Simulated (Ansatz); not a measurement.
Here is a crystal structure:

```
Ga Sb
1.0
     5.27586    0.00000    0.00000
     0.00000    5.27586    0.00000
     0.00000    0.00000    7.46119
Ga Sb
2 6
Direct
  0.00000 0.00000 0.00000
  0.50000 0.50000 0.50000
  0.00000 0.50000 0.25000
  0.50000 0.00000 0.23794
  0.50000 0.50000 0.00000
  0.50000 0.00000 0.75000
  0.00000 0.50000 0.73794
  0.00000 0.00000 0.50000
```

What does this file describe?

Answer. It has the composition GaSb3. Its lattice is body-centred orthorhombic, its space group Imm2 (No. 44). One cell contains 2 Ga, 6 Sb, 8 atoms in all.

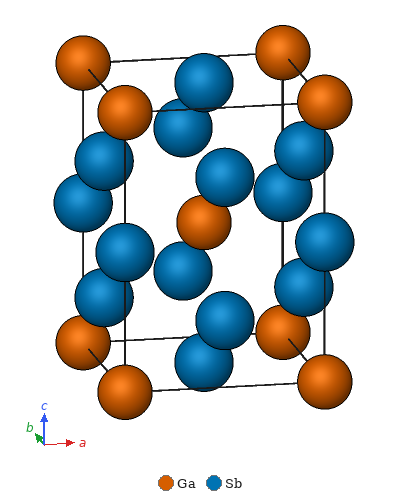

The image is a spheres-only drawing of a crystal, viewed slightly off an axis. The wireframe shows the conventional unit cell. Colours: gallium orange, antimony blue.

The cell started as a structure listed in the Materials Project. The cell was then strained or its atoms displaced on purpose. It was run through Ansatz as a DFT input.
